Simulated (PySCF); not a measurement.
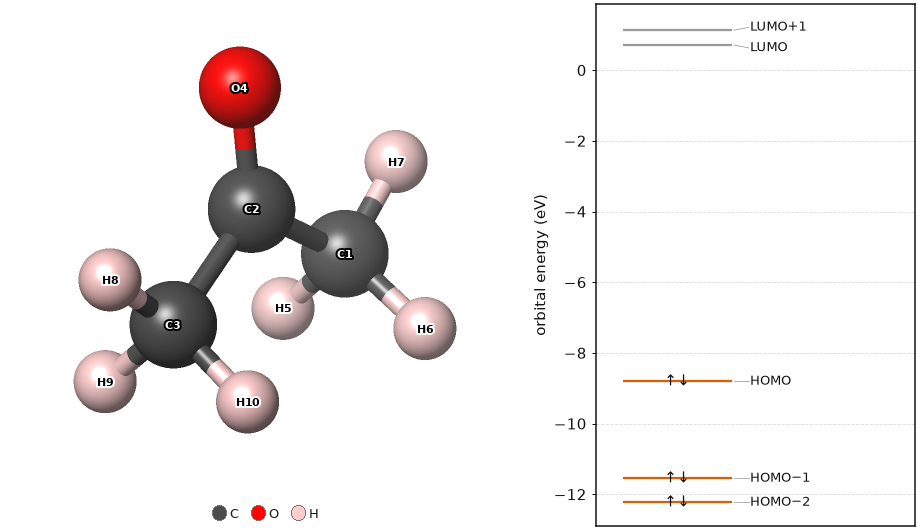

C₃H₆O (acetone), SMILES CC(C)=O. Kohn-Sham orbital energies near the frontier, CAM-B3LYP/def2-SVPD, PySCF 2.14.0, at a PBE0-D3(BJ)/def2-SVP geometry (no frequency check), isolated molecule; empty levels in grey, levels within 0.03 eV side by side.

**Where do the frontier orbitals lie?**

HOMO at −8.81 eV, LUMO at 0.71 eV, 9.52 eV apart.

**How does −ε(HOMO) compare with the ΔSCF vertical ionisation energy at this level?**

−ε(HOMO) is 8.81 eV, the ΔSCF value 9.81 eV; the orbital energy is 1.00 eV too shallow.

**List the levels with the atoms that carry most of them (a dash for levels above zero or within 0.03 eV of another, where shares mean little).**

```
orbital  energy (eV)                      Löwdin shares
 LUMO+1         1.13                                  –
   LUMO         0.71                                  –
   HOMO        −8.81  O4 63 %, C2 12 %, C3/C1 10 % each
 HOMO−1       −11.55   O4 50 %, C2 20 %, C1/C3 8 % each
 HOMO−2       −12.23   C1/C3 25 % each, H7/H8 14 % each
```

Known limits of this run: empty levels above zero depend strongly on the basis.
